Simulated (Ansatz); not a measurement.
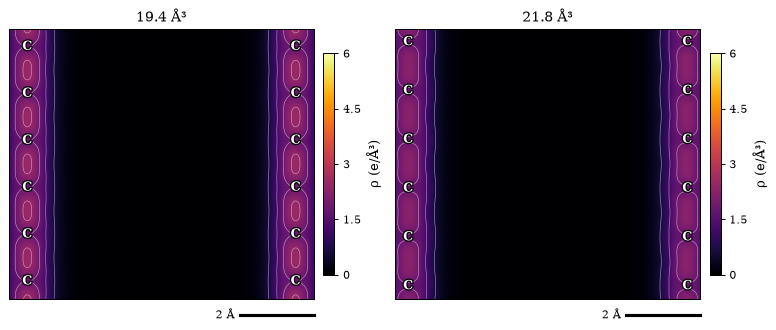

C. The valence electron density of cells scaled evenly to different volumes (given per atom above each panel), on the (100) plane of each (indices in the axes of the cell below), at one length scale and on one colour scale.

A generated structure, not necessarily the stable one.

These are results of Ansatz 0.2.0, DFT, RPBE, plane waves (420 eV) with PAW, scalar-relativistic, not measurements.

The density is the valence pseudo-density of a PAW calculation; it isn't the true density close to the nuclei.

The largest cell:

```
CELL_PARAMETERS angstrom
7.56132 0.00000 0.00000
-3.78066 6.54829 0.00000
0.00000 0.00000 1.32213
ATOMIC_POSITIONS crystal
C 0.00000 0.00000 0.00000
C 0.33333 0.66667 0.50000
C 0.66667 0.33333 0.50000
```

| volume (Å³/atom) | C–C contact in the plane (Å) | ρ at its midpoint (e/Å³) | 
| --- | --- | --- |
| 19.40 | 1.271 | 2.507 | 
| 20.20 | 1.289 | ? | 
| 21.82 | 1.322 | 2.258 | 

What values belong in the row with question marks?

Over the known rows ln ρ falls by 2.05 per Å of C–C distance (the line through the two), which gives 2.416 e/Å³ at 1.289 Å; the calculation gives 2.419 e/Å³.
